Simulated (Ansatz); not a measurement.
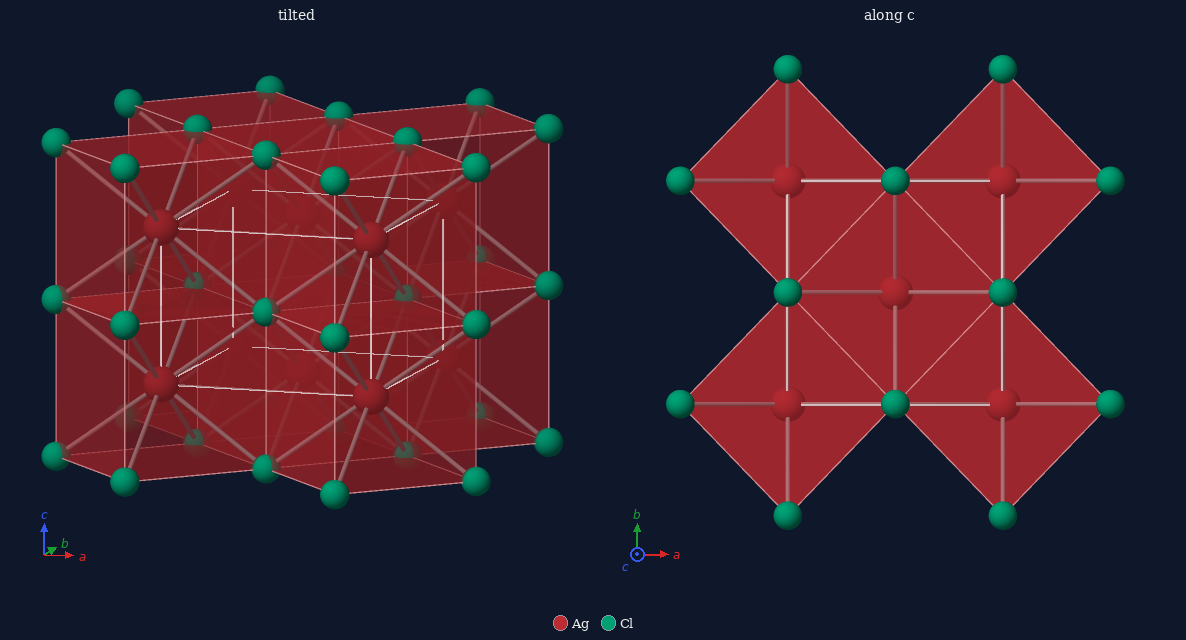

Figure: polyhedral view slightly off an axis and along the c axis. The outline marks the conventional unit cell. A few atoms beyond the faces are included.

AgCl, space group Cmmm (No. 65), a = 4.713 Å, b = 4.892 Å, c = 3.396 Å, α = 90.00°, β = 90.00°, γ = 90.00°. The cell started as a structure type filled with these elements by a generator (whether the compound takes this form wasn't checked). The cell was then strained or its atoms displaced on purpose. It went into a calculation with Ansatz.

This one geometry was computed with Ansatz (DFT, plane waves, PAW) at three levels of theory: HSE06, r2SCAN and PBE. It was relaxed with r2SCAN and then strained.

**Which level gives the highest pressure at this volume, and what does that say about its equilibrium volume?**

Highest: HSE06 (1.3 GPa) and PBE (1.7 GPa), which points to the largest equilibrium volume. Lowest, with the smallest volume: r2SCAN (0.0 GPa). Levels within 0.5 GPa of each other can't be told apart.

**How does the band gap change with the level of theory?**

PBE: a gap of 0.47 eV, indirect; r2SCAN: a gap of 1.11 eV, indirect; HSE06: a gap of 1.89 eV, indirect.

**Collect the results in a table.**

| level | cutoff (eV) | k-mesh of the run's cell | gap (eV) | pressure (GPa) |
| --- | --- | --- | --- | --- |
| HSE06 | 420 | 6×6×6 | 1.89 | 1.3 |
| r2SCAN | 500 | 8×8×8 | 1.11 | 0.0 |
| PBE | 420 | 8×8×8 | 0.47 | 1.7 |

Gaps are taken on the k-mesh or band path of each run.
